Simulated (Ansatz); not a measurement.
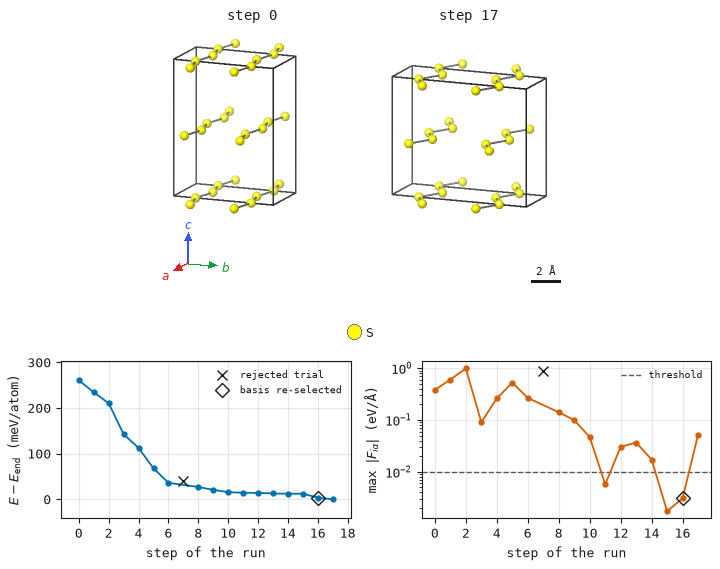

First and last geometry of a relaxation of crystalline S (built on the C_69 type), with the history of the run. A ball-and-stick model of the conventional cell (4 times the calculation's cell), seen slightly off an axis. Lengths and directions refer to the drawn axes.

Case: C type (Fmmm, No. 69).

These are results of DFT PBE, scalar-relativistic, plane waves, PAW in Ansatz 0.2.0, not measurements.

The input:
```yaml
crystal:
  lattice:
    - [0.0, 3.7635402565, 4.8980227298]
    - [2.0622395541, 0.0, 4.8980227298]
    - [2.0622395541, 3.7635402565, 0.0]
  atoms:
    - { symbol: S, position: [0.2206409621, 0.7793590379, 0.2206409621] }
    - { symbol: S, position: [0.7793590379, 0.2206409621, 0.7793590379] }
basis:
  ecutwfc: 420
kpoints:
  mp_grid: { grid: [16, 16, 16] }
hamiltonian:
  xc: pbe
scf:
  occupations: { method: gaussian, width: 0.1 }
output:
  forces: true
  stress: true
  eigenvalues: true
relax:
  adjacent_minimum: "off"
  f_tol: 0.01
  max_steps: 80
  cell: { stress_tol: 0.05 }
```

### Read the history and describe the run.

The run was cut off at its time limit before the relaxation converged, so the last structure is only a point on the way. The largest moves relative to the cell, 0.21 Å, are those of S1 and S2. S1 goes along −b. The volume changes by +3.8 %, with a 4.124 → 3.682 Å (−10.7 %), b 7.527 → 10.134 Å (+34.6 %), c 9.796 → 8.455 Å (−13.7 %). Some distances before and after: S1–S2 2.109 → 2.102 Å. Bond angles that change, for instance: S2–S1–S2 155.8° → 122.3°. The space group stays Fmmm (No. 69). The energy falls by 261 meV per atom in 15 accepted moves (17 points after the start). Largest force component: 0.38 eV/Å at the start, 0.052 eV/Å at the end. The pressure goes from 0.06 to 0.03 GPa. The line search rejected the trial step at point 7 of the run. At 1 point the geometry stayed and the basis and grid were re-selected for the new cell (energy shift of 8.6 meV per atom at most each time).
